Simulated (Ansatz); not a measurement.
System: a slab cut from TaSi₂ (slab content Ta₆Si₁₂), space group P6_222 (No. 180).

Starting cell:
```yaml
crystal:
  lattice:
    - [4.76090, 0.00000, 0.00000]
    - [-2.38040, 4.12300, 0.00000]
    - [0.00000, 0.00000, 6.55580]
  atoms:
    - { symbol: Ta, position: [0.50000, 0.00000, 0.50000] }
    - { symbol: Ta, position: [0.50000, 0.50000, 0.83333] }
    - { symbol: Ta, position: [0.00000, 0.50000, 0.16667] }
    - { symbol: Si, position: [0.15927, 0.31854, 0.50000] }
    - { symbol: Si, position: [0.84073, 0.15927, 0.83333] }
    - { symbol: Si, position: [0.68146, 0.84073, 0.16667] }
    - { symbol: Si, position: [0.84073, 0.68146, 0.50000] }
    - { symbol: Si, position: [0.15927, 0.84073, 0.83333] }
    - { symbol: Si, position: [0.31854, 0.15927, 0.16667] }
```

Calculation (Ansatz 0.2.0): spacing and rumpling of the atomic planes of a slab cut from the relaxed bulk cell along the Miller plane (conventional indices), bottom to top, after all atoms relax, plane waves with PAW datasets, Γ-centred k mesh. Level: PBEsol, no spin polarisation.

- space group in which the indices count: 180
- Miller index h: 0
- Miller index k: 0
- Miller index l: 1
- top plane: TaSi2
- bottom plane: TaSi2
- planes: 6
- surface cell: (1, 1)
- slab thickness as cut: 10.93 Å
- vacuum: 15 Å
- surface area: 19.63 Å²
- surface a: 4.761 Å
- surface b: 4.761 Å
- surface angle: 120 °
- slab atoms: 18
- wave cutoff: 420 eV
- k mesh: 9×9×1
- occupations: Gaussian
- smearing width: 0.1 eV
- boundary: dipole corrected

Describe the result: the spacing change of each pair of planes. The cases: 1–2; 2–3; 3–4; 4–5; 5–6.

The least value, 0.008 Å, is that of 2–3 and 4–5, and the largest, 0.020 Å, that of 1–2 and 5–6.

| pair of planes | spacing change (Å) | spacing to next (Å) |
| --- | --- | --- |
| 1–2 | 0.020 | 2.205 |
| 2–3 | 0.008 | 2.193 |
| 3–4 | 0.011 | 2.197 |
| 4–5 | 0.008 | 2.193 |
| 5–6 | 0.020 | 2.205 |

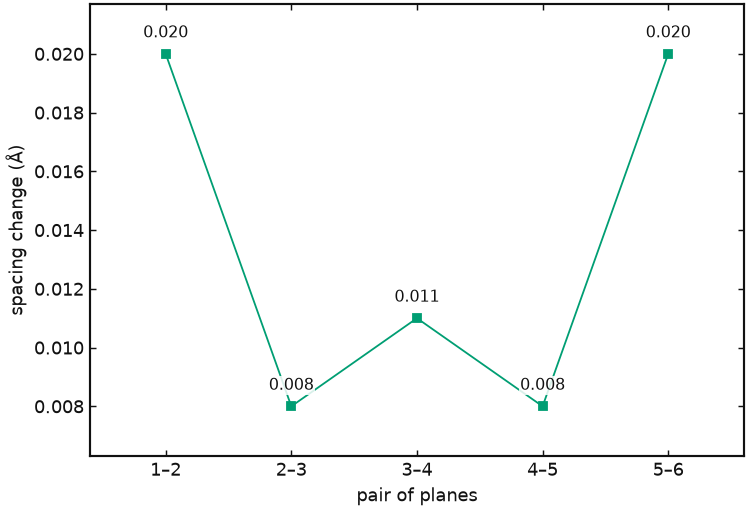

Caveats: xc potential rough in thin density.
